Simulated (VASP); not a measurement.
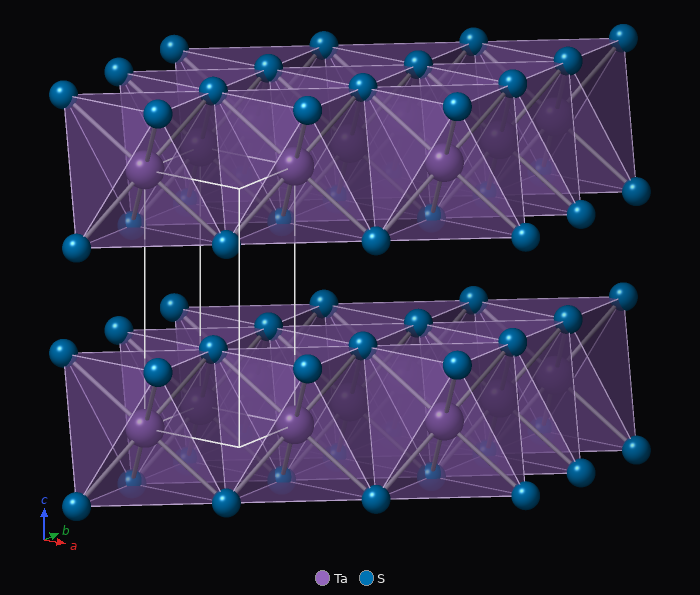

Polyhedra are drawn about Ta (bonds: S–Ta below 2.8 Å); other atoms are plain spheres.

System TaS₂ (space group P-3m1, No. 164); source of the atomic positions: the end point of a relaxation with VASP, VASP Kohn-Sham DFT of a periodic cell, RPBE with D4, VASP PAW PBE potentials, recommended.

Q: What figure surrounds each Ta atom, and what does it share with the other drawn polyhedra?

A: Ta: TaS6 octahedron, sharing edges with six neighbours.

Q: How do these polyhedra hang together as a whole?

A: They form layers of edge-sharing octahedra parallel to (001).
